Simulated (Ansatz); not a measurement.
## Geometry relaxation, with input and output: NiSi$_{2}$ (part 3 of 3)

Continued. System: NiSi$_{2}$ (21 atoms in the cell). Method: DFT PBE, scalar-relativistic, plane waves, PAW, no spin polarisation (Ansatz 0.2.0); cutoff 420 eV, 1×1×14 k-mesh, Gaussian smearing of 0.05 eV. The structure derives from an entry of the Crystallography Open Database. It belongs to a series of runs on one base structure; here: wire along [1 1 0], 21 atoms a period.

Geometry of the input (Å; fractional positions):
```
16.7000  0.0000  0.0000
0.0000  17.5000  0.0000
0.0000  0.0000  3.8515
Si 0.3847  0.5778  0.0000
Si 0.3847  0.2666  0.0000
Si 0.7306  0.5778  0.5000
Ni 0.2694  0.5000  0.0000
Ni 0.7306  0.5000  0.0000
Si 0.7306  0.4222  0.5000
Si 0.3847  0.7334  0.0000
Si 0.3847  0.4222  0.0000
Ni 0.6153  0.6556  0.5000
Ni 0.6153  0.3444  0.5000
Si 0.5000  0.7334  0.5000
Si 0.5000  0.4222  0.5000
Si 0.6153  0.7334  0.0000
Si 0.6153  0.4222  0.0000
Ni 0.3847  0.6556  0.5000
Ni 0.3847  0.3444  0.5000
Si 0.6153  0.5778  0.0000
Si 0.6153  0.2666  0.0000
Si 0.5000  0.5778  0.5000
Si 0.5000  0.2666  0.5000
Ni 0.5000  0.5000  0.0000
```

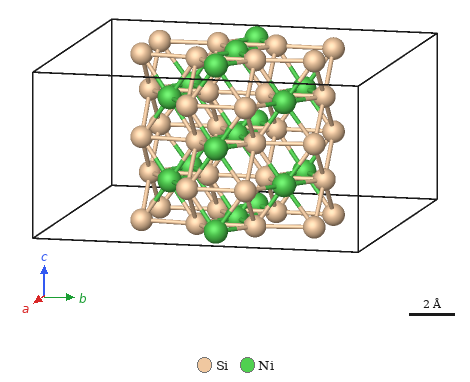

**Figure 1.** The geometry at step 4 of the log (ball-and-stick view of the 2 repeat of the cell, with the vacuum cut short, seen slightly off an axis).

## The program's output, continued
```
  k-point 7: bands = ["-104.5411", "-104.1643", "-104.1643", "-103.8305", "-103.8305", "-103.7958", "-102.6070", "-64.9484", "-64.9302", "-64.9259", "-64.6298", "-64.6298", "-64.6197", "-64.6197", "-64.4516", "-64.4516", "-64.3619", "-64.3619", "-64.2600", "-64.2468", "-64.2037", "-64.2037", "-64.1720", "-64.1720", "-64.1060", "-63.3212", "-63.1125", "-62.7348", "-10.5831", "-10.5376", "-9.9413", "-9.5776", "-9.5640", "-9.0479", "-8.5959", "-8.5663", "-8.5098", "-7.7293", "-7.5848", "-7.4919", "-7.2973", "-6.6422", "-6.3534", "-6.2156", "-5.6666", "-5.0461", "-5.0324", "-4.7461", "-4.5177", "-4.2869", "-4.1913", "-4.1580", "-4.0592", "-3.9208", "-3.8577", "-3.5003", "-3.4065", "-3.3997", "-3.3855", "-3.2852", "-3.1580", "-3.1193", "-3.1139", "-3.0730", "-2.9979", "-2.9475", "-2.8642", "-2.8404", "-2.8206", "-2.7843", "-2.6391", "-2.6244", "-2.5747", "-2.5043", "-2.4462", "-2.3546", "-2.2936", "-2.2552", "-1.9507", "-1.8212", "-1.7091", "-1.7039", "-1.6847", "-1.5188", "-1.3808", "-1.3022", "-1.2644", "-1.1546", "-0.8210", "-0.7268", "-0.5250", "-0.3436", "-0.2758", "-0.0081", "0.2466", "0.6456", "0.8698", "1.0173", "1.2643", "1.3099", "1.4851", "1.6644", "1.8993", "2.4270", "2.4395", "2.8983", "2.8997", "3.1072", "3.4806", "3.6975", "3.9337", "4.0079"]
--- Relaxed structure (6 steps of the walk, 6 accepted, 1 SCFs on fresh bases) ---
  F+E_penalty+E_count = -49775.12524992 eV   max|allowed force component| = 1.050e-2 eV/Å   (the final SCF, on the basis selected at the relaxed cell)
  cell:  # Å, volume = 1107.8227 Å³
    - [16.7, 3.516334599482887e-112, 1.7779598261398206e-80]
    - [3.684781765925181e-112, 17.5, 2.4756508497086615e-96]
    - [4.100501925090234e-81, 5.448574498910174e-97, 3.7906679775347354]
  atoms:
    - { symbol: Si, position: [0.3879937782766, 0.5777285313223951, -7.963567177818113e-19] }
    - { symbol: Si, position: [0.39562639944566785, 0.27009971983045766, -2.6334823861781257e-18] }
    - { symbol: Si, position: [0.7265988453370639, 0.5769491259697551, 0.49999999999999994] }
    - { symbol: Ni, position: [0.28868334165051374, 0.49999999999999994, -4.648511959081135e-18] }
    - { symbol: Ni, position: [0.7310877626674533, 0.49999999999999994, -1.102730546803661e-19] }
    - { symbol: Si, position: [0.7265988453370639, 0.4230508740302449, 0.49999999999999994] }
    - { symbol: Si, position: [0.39562639944566785, 0.7299002801695422, -2.6334823861781277e-18] }
    - { symbol: Si, position: [0.3879937782766, 0.4222714686776047, -7.96356717781815e-19] }
    - { symbol: Ni, position: [0.6107783526538815, 0.651612695560475, 0.49999999999999994] }
    - { symbol: Ni, position: [0.6107783526538815, 0.3483873044395249, 0.49999999999999994] }
    - { symbol: Si, position: [0.49666268043340944, 0.7314246946958296, 0.49999999999999994] }
    - { symbol: Si, position: [0.4975100145735068, 0.423021390134078, 0.49999999999999994] }
    - { symbol: Si, position: [0.5970350814826377, 0.7280721927107738, 4.399819461737747e-18] }
    - { symbol: Si, position: [0.6204444415853518, 0.4228171252675017, -1.2346716747693027e-18] }
    - { symbol: Ni, position: [0.38584393612261014, 0.6508485924907247, 0.49999999999999994] }
    - { symbol: Ni, position: [0.38584393612261014, 0.3491514075092751, 0.49999999999999994] }
    - { symbol: Si, position: [0.6204444415853518, 0.5771828747324982, -1.2346716747693037e-18] }
    - { symbol: Si, position: [0.5970350814826377, 0.27192780728922583, 4.39981946173775e-18] }
    - { symbol: Si, position: [0.4975100145735068, 0.5769786098659219, 0.49999999999999994] }
    - { symbol: Si, position: [0.49666268043340944, 0.26857530530417023, 0.49999999999999994] }
    - { symbol: Ni, position: [0.5045010684605741, 0.49999999999999994, -1.0833799059281178e-18] }
--- Löwdin populations: 21 sites ---
  site symbol       q [e]
     0     Si      4.1759
     1     Si      4.1049
     2     Si      4.2003
     3     Ni     17.6753
     4     Ni     17.5003
     5     Si      4.2003
     6     Si      4.1049
     7     Si      4.1759
     8     Ni     17.4955
     9     Ni     17.4955
    10     Si      3.9895
    11     Si      3.9838
    12     Si      4.0424
    13     Si      3.9888
    14     Ni     17.5091
    15     Ni     17.5091
    16     Si      3.9888
    17     Si      4.0424
    18     Si      3.9838
    19     Si      3.9895
    20     Ni     17.5086
  spilling = 0.012832 (of n_electrons = 182.000000)
```

## File populations.tsv
```
# site	symbol	l	j	q
# orbitals = lowdin
# n_electrons = 182.000000
# spilling = 0.012832
0	Si	0_3S	-	1.336612
0	Si	1_3P	-	2.839319
1	Si	0_3S	-	1.584058
1	Si	1_3P	-	2.520878
2	Si	0_3S	-	1.518157
2	Si	1_3P	-	2.682128
3	Ni	0_3S	-	1.992615
3	Ni	0_4S	-	0.597432
3	Ni	1_3P	-	5.989525
3	Ni	2_3D	-	9.095705
4	Ni	0_3S	-	1.987344
4	Ni	0_4S	-	0.574518
4	Ni	1_3P	-	5.992785
4	Ni	2_3D	-	8.945621
5	Si	0_3S	-	1.518157
5	Si	1_3P	-	2.682128
6	Si	0_3S	-	1.584058
6	Si	1_3P	-	2.520878
7	Si	0_3S	-	1.336612
7	Si	1_3P	-	2.839319
8	Ni	0_3S	-	1.985002
8	Ni	0_4S	-	0.583190
8	Ni	1_3P	-	5.993775
8	Ni	2_3D	-	8.933535
9	Ni	0_3S	-	1.985002
9	Ni	0_4S	-	0.583190
9	Ni	1_3P	-	5.993775
9	Ni	2_3D	-	8.933535
10	Si	0_3S	-	1.321899
10	Si	1_3P	-	2.667592
11	Si	0_3S	-	1.300132
11	Si	1_3P	-	2.683638
12	Si	0_3S	-	1.563572
12	Si	1_3P	-	2.478816
13	Si	0_3S	-	1.273398
13	Si	1_3P	-	2.715384
14	Ni	0_3S	-	1.987260
14	Ni	0_4S	-	0.557076
14	Ni	1_3P	-	5.992518
14	Ni	2_3D	-	8.972263
15	Ni	0_3S	-	1.987260
15	Ni	0_4S	-	0.557076
15	Ni	1_3P	-	5.992518
15	Ni	2_3D	-	8.972263
16	Si	0_3S	-	1.273398
16	Si	1_3P	-	2.715384
17	Si	0_3S	-	1.563572
17	Si	1_3P	-	2.478816
18	Si	0_3S	-	1.300132
18	Si	1_3P	-	2.683638
19	Si	0_3S	-	1.321899
19	Si	1_3P	-	2.667592
20	Ni	0_3S	-	1.983906
20	Ni	0_4S	-	0.613114
20	Ni	1_3P	-	5.994941
20	Ni	2_3D	-	8.916598
```

## Trajectory as extended XYZ (Å, eV, eV/Å), 7 frames, from step=1 to step=7
```
21
Lattice="16.7000 0.0000 0.0000 0.0000 17.5000 0.0000 0.0000 0.0000 3.8515" Properties=species:S:1:pos:R:3:forces:R:3 step=1 energy=-49774.01182 pressure_GPa=-1.94
Si    6.4242   10.1117    0.0000   -0.9869   0.0230   0.0000
Si    6.4242    4.6649    0.0000    0.6406   0.5827   0.0000
Si   12.2015   10.1117    1.9258   -0.4200  -0.2634   0.0000
Ni    4.4985    8.7500    0.0000    2.2564   0.0000   0.0000
Ni   12.2015    8.7500    0.0000   -0.5659   0.0000   0.0000
Si   12.2015    7.3883    1.9258   -0.4200   0.2634   0.0000
Si    6.4242   12.8351    0.0000    0.6406  -0.5827   0.0000
Si    6.4242    7.3883    0.0000   -0.9869  -0.0230   0.0000
Ni   10.2758   11.4734    1.9258   -0.1857  -0.1781   0.0000
Ni   10.2758    6.0266    1.9258   -0.1857   0.1781   0.0000
Si    8.3500   12.8351    1.9258   -0.2856  -0.2384   0.0000
Si    8.3500    7.3883    1.9258   -0.3681  -0.3756   0.0000
Si   10.2758   12.8351    0.0000   -0.6239  -0.6096   0.0000
Si   10.2758    7.3883    0.0000    0.7042  -0.2804   0.0000
Ni    6.4242   11.4734    1.9258    0.5762  -0.2689   0.0000
Ni    6.4242    6.0266    1.9258    0.5762   0.2689   0.0000
Si   10.2758   10.1117    0.0000    0.7042   0.2804   0.0000
Si   10.2758    4.6649    0.0000   -0.6239   0.6096   0.0000
Si    8.3500   10.1117    1.9258   -0.3681   0.3756   0.0000
Si    8.3500    4.6649    1.9258   -0.2856   0.2384   0.0000
Ni    8.3500    8.7500    0.0000    0.2079   0.0000   0.0000
21
Lattice="16.7000 0.0000 0.0000 0.0000 17.5000 0.0000 0.0000 0.0000 3.8402" Properties=species:S:1:pos:R:3:forces:R:3 step=2 energy=-49774.89484 pressure_GPa=-0.81
Si    6.4598   10.1190    0.0000   -0.5949  -0.1950   0.0000
Si    6.5700    4.7480    0.0000    0.1840  -0.0294   0.0000
Si   12.1370   10.0872    1.9201   -0.1611  -0.1497   0.0000
Ni    4.6882    8.7500    0.0000    1.2642   0.0000   0.0000
Ni   12.1711    8.7500    0.0000   -0.2920   0.0000   0.0000
Si   12.1370    7.4128    1.9201   -0.1611   0.1497   0.0000
Si    6.5700   12.7520    0.0000    0.1840   0.0294   0.0000
Si    6.4598    7.3810    0.0000   -0.5949   0.1950   0.0000
Ni   10.2293   11.4435    1.9201   -0.0839  -0.2017   0.0000
Ni   10.2293    6.0565    1.9201   -0.0839   0.2017   0.0000
Si    8.3226   12.8097    1.9201   -0.0548  -0.0531   0.0000
Si    8.3382    7.4005    1.9201   -0.2460  -0.1272   0.0000
Si   10.1024   12.7604    0.0000   -0.2768  -0.1264   0.0000
Si   10.2941    7.3849    0.0000    0.4362  -0.0596   0.0000
Ni    6.4548   11.4287    1.9201    0.2130  -0.3259   0.0000
Ni    6.4548    6.0713    1.9201    0.2130   0.3259   0.0000
Si   10.2941   10.1151    0.0000    0.4362   0.0596   0.0000
Si   10.1024    4.7396    0.0000   -0.2768   0.1264   0.0000
Si    8.3382   10.0995    1.9201   -0.2460   0.1272   0.0000
Si    8.3226    4.6903    1.9201   -0.0548   0.0531   0.0000
Ni    8.3773    8.7500    0.0000    0.1962   0.0000   0.0000
21
Lattice="16.7000 0.0000 0.0000 0.0000 17.5000 0.0000 0.0000 0.0000 3.7876" Properties=species:S:1:pos:R:3:forces:R:3 step=3 energy=-49775.07107 pressure_GPa=0.43
Si    6.4771   10.1050    0.0000    0.4856   0.3674   0.0000
Si    6.6344    4.7416    0.0000   -0.1088  -0.0886   0.0000
Si   12.1102   10.0698    1.8938    0.0611   0.1703   0.0000
Ni    4.8882    8.7500    0.0000   -1.0679   0.0000   0.0000
Ni   12.1783    8.7500    0.0000    0.1321   0.0000   0.0000
Si   12.1102    7.4302    1.8938    0.0611  -0.1703   0.0000
Si    6.6344   12.7584    0.0000   -0.1088   0.0886   0.0000
Si    6.4771    7.3950    0.0000    0.4856  -0.3674   0.0000
Ni   10.1904   11.4062    1.8938    0.0666  -0.0343   0.0000
Ni   10.1904    6.0938    1.8938    0.0666   0.0343   0.0000
Si    8.2922   12.7977    1.8938    0.0634   0.0393   0.0000
Si    8.3123    7.4085    1.8938    0.0115   0.0154   0.0000
Si    9.9540   12.7326    0.0000    0.0639   0.0697   0.0000
Si   10.3503    7.3964    0.0000   -0.0624  -0.0388   0.0000
Ni    6.4611   11.3834    1.8938   -0.1390  -0.0106   0.0000
Ni    6.4611    6.1166    1.8938   -0.1390   0.0106   0.0000
Si   10.3503   10.1036    0.0000   -0.0624   0.0388   0.0000
Si    9.9540    4.7674    0.0000    0.0639  -0.0697   0.0000
Si    8.3123   10.0915    1.8938    0.0115  -0.0154   0.0000
Si    8.2922    4.7023    1.8938    0.0634  -0.0393   0.0000
Ni    8.4227    8.7500    0.0000    0.0524   0.0000   0.0000
21
Lattice="16.7000 0.0000 0.0000 0.0000 17.5000 0.0000 0.0000 0.0000 3.7838" Properties=species:S:1:pos:R:3:forces:R:3 step=4 energy=-49775.10153 pressure_GPa=-0.14
Si    6.4680   10.0934    0.0000   -0.0766  -0.0138   0.0000
Si    6.5646    4.7288    0.0000    0.1549   0.0817   0.0000
Si   12.1539   10.0965    1.8919   -0.0585   0.0175   0.0000
Ni    4.7700    8.7500    0.0000    0.3711   0.0000   0.0000
Ni   12.2196    8.7500    0.0000    0.0609   0.0000   0.0000
Si   12.1539    7.4035    1.8919   -0.0585  -0.0175   0.0000
Si    6.5646   12.7712    0.0000    0.1549  -0.0817   0.0000
Si    6.4680    7.4066    0.0000   -0.0766   0.0138   0.0000
Ni   10.2091   11.3993    1.8919    0.0284   0.0512   0.0000
Ni   10.2091    6.1007    1.8919    0.0284  -0.0512   0.0000
Si    8.2931   12.7850    1.8919   -0.0191   0.0207   0.0000
Si    8.3079    7.3994    1.8919    0.0245   0.0126   0.0000
Si   10.0075   12.7464    0.0000   -0.1461  -0.0621   0.0000
Si   10.3742    7.4006    0.0000   -0.0361  -0.0071   0.0000
Ni    6.4314   11.3832    1.8919    0.0259  -0.0074   0.0000
Ni    6.4314    6.1168    1.8919    0.0259   0.0074   0.0000
Si   10.3742   10.0994    0.0000   -0.0361   0.0071   0.0000
Si   10.0075    4.7536    0.0000   -0.1461   0.0621   0.0000
Si    8.3079   10.1006    1.8919    0.0245  -0.0126   0.0000
Si    8.2931    4.7150    1.8919   -0.0191  -0.0207   0.0000
Ni    8.4439    8.7500    0.0000   -0.2265   0.0000   0.0000
21
Lattice="16.7000 0.0000 0.0000 0.0000 17.5000 0.0000 0.0000 0.0000 3.7962" Properties=species:S:1:pos:R:3:forces:R:3 step=5 energy=-49775.12554 pressure_GPa=-0.01
Si    6.4765   10.1105    0.0000   -0.0233  -0.0087   0.0000
Si    6.6109    4.7301    0.0000   -0.0112  -0.0026   0.0000
Si   12.1361   10.0900    1.8981   -0.0005   0.0240   0.0000
Ni    4.8156    8.7500    0.0000    0.0327   0.0000   0.0000
Ni   12.2104    8.7500    0.0000   -0.0026   0.0000   0.0000
Si   12.1361    7.4100    1.8981   -0.0005  -0.0240   0.0000
Si    6.6109   12.7699    0.0000   -0.0112   0.0026   0.0000
Si    6.4765    7.3895    0.0000   -0.0233   0.0087   0.0000
Ni   10.2032   11.3984    1.8981   -0.0195  -0.0136   0.0000
Ni   10.2032    6.1016    1.8981   -0.0195   0.0136   0.0000
Si    8.2952   12.7926    1.8981    0.0143   0.0078   0.0000
Si    8.3076    7.4060    1.8981    0.0022  -0.0178   0.0000
Si    9.9707   12.7313    0.0000    0.0050   0.0207   0.0000
Si   10.3607    7.4020    0.0000   -0.0033   0.0046   0.0000
Ni    6.4430   11.3884    1.8981   -0.0012  -0.0094   0.0000
Ni    6.4430    6.1116    1.8981   -0.0012   0.0094   0.0000
Si   10.3607   10.0980    0.0000   -0.0033  -0.0046   0.0000
Si    9.9707    4.7687    0.0000    0.0050  -0.0207   0.0000
Si    8.3076   10.0940    1.8981    0.0022   0.0178   0.0000
Si    8.2952    4.7074    1.8981    0.0143  -0.0078   0.0000
Ni    8.4194    8.7500    0.0000    0.0450   0.0000   0.0000
21
Lattice="16.7000 0.0000 0.0000 0.0000 17.5000 0.0000 0.0000 0.0000 3.7907" Properties=species:S:1:pos:R:3:forces:R:3 step=6 energy=-49775.12632 pressure_GPa=0.01
Si    6.4795   10.1102    0.0000   -0.0042  -0.0036   0.0000
Si    6.6070    4.7267    0.0000   -0.0024   0.0047   0.0000
Si   12.1342   10.0966    1.8953    0.0032  -0.0025   0.0000
Ni    4.8210    8.7500    0.0000   -0.0017   0.0000   0.0000
Ni   12.2092    8.7500    0.0000    0.0066   0.0000   0.0000
Si   12.1342    7.4034    1.8953    0.0032   0.0025   0.0000
Si    6.6070   12.7733    0.0000   -0.0024  -0.0047   0.0000
Si    6.4795    7.3898    0.0000   -0.0042   0.0036   0.0000
Ni   10.2000   11.4032    1.8953    0.0105  -0.0025   0.0000
Ni   10.2000    6.0968    1.8953    0.0105   0.0025   0.0000
Si    8.2943   12.7999    1.8953    0.0069   0.0057   0.0000
Si    8.3084    7.4029    1.8953    0.0038  -0.0040   0.0000
Si    9.9705   12.7413    0.0000   -0.0068  -0.0053   0.0000
Si   10.3614    7.3993    0.0000   -0.0076   0.0021   0.0000
Ni    6.4436   11.3898    1.8953   -0.0067   0.0021   0.0000
Ni    6.4436    6.1101    1.8953   -0.0067  -0.0021   0.0000
Si   10.3614   10.1007    0.0000   -0.0076  -0.0021   0.0000
Si    9.9705    4.7587    0.0000   -0.0068   0.0053   0.0000
Si    8.3084   10.0971    1.8953    0.0038   0.0040   0.0000
Si    8.2943    4.7001    1.8953    0.0069  -0.0057   0.0000
Ni    8.4252    8.7500    0.0000    0.0017   0.0000   0.0000
21
Lattice="16.7000 0.0000 0.0000 0.0000 17.5000 0.0000 0.0000 0.0000 3.7907" Properties=species:S:1:pos:R:3:forces:R:3 step=7 energy=-49775.12525 pressure_GPa=0.01
Si    6.4795   10.1102    0.0000   -0.0042  -0.0037   0.0000
Si    6.6070    4.7267    0.0000   -0.0024   0.0046   0.0000
Si   12.1342   10.0966    1.8953    0.0032  -0.0024   0.0000
Ni    4.8210    8.7500    0.0000   -0.0016   0.0000   0.0000
Ni   12.2092    8.7500    0.0000    0.0067   0.0000   0.0000
Si   12.1342    7.4034    1.8953    0.0032   0.0024   0.0000
Si    6.6070   12.7733    0.0000   -0.0024  -0.0046   0.0000
Si    6.4795    7.3898    0.0000   -0.0042   0.0037   0.0000
Ni   10.2000   11.4032    1.8953    0.0105  -0.0025   0.0000
Ni   10.2000    6.0968    1.8953    0.0105   0.0025   0.0000
Si    8.2943   12.7999    1.8953    0.0069   0.0057   0.0000
Si    8.3084    7.4029    1.8953    0.0038  -0.0041   0.0000
Si    9.9705   12.7413    0.0000   -0.0069  -0.0052   0.0000
Si   10.3614    7.3993    0.0000   -0.0075   0.0022   0.0000
Ni    6.4436   11.3898    1.8953   -0.0068   0.0021   0.0000
Ni    6.4436    6.1101    1.8953   -0.0068  -0.0021   0.0000
Si   10.3614   10.1007    0.0000   -0.0075  -0.0022   0.0000
Si    9.9705    4.7587    0.0000   -0.0069   0.0052   0.0000
Si    8.3084   10.0971    1.8953    0.0038   0.0041   0.0000
Si    8.2943    4.7001    1.8953    0.0069  -0.0057   0.0000
Ni    8.4252    8.7500    0.0000    0.0016   0.0000   0.0000
```

## Key numbers

- outcome: converged
- electrons treated: 182
- free energy: −49775.1252 eV
- Fermi energy: −0.181 eV
- gap on the k-point mesh: none (metallic)
- final volume: 1107.82 Å³
- largest force (length of the vector) at the end: 0.011 eV/Å
- hardware: 4 threads of Intel Xeon @ 2.70GHz, 189 GiB of memory available, shared host
- wall time: 5.4 min (CPU time 20 min)
- peak memory: 2.9 GiB

## Notes

Warnings of the run: the exchange-correlation potential is rough where the density is thin. The run has no spin polarisation, so a magnetic state may lie lower.
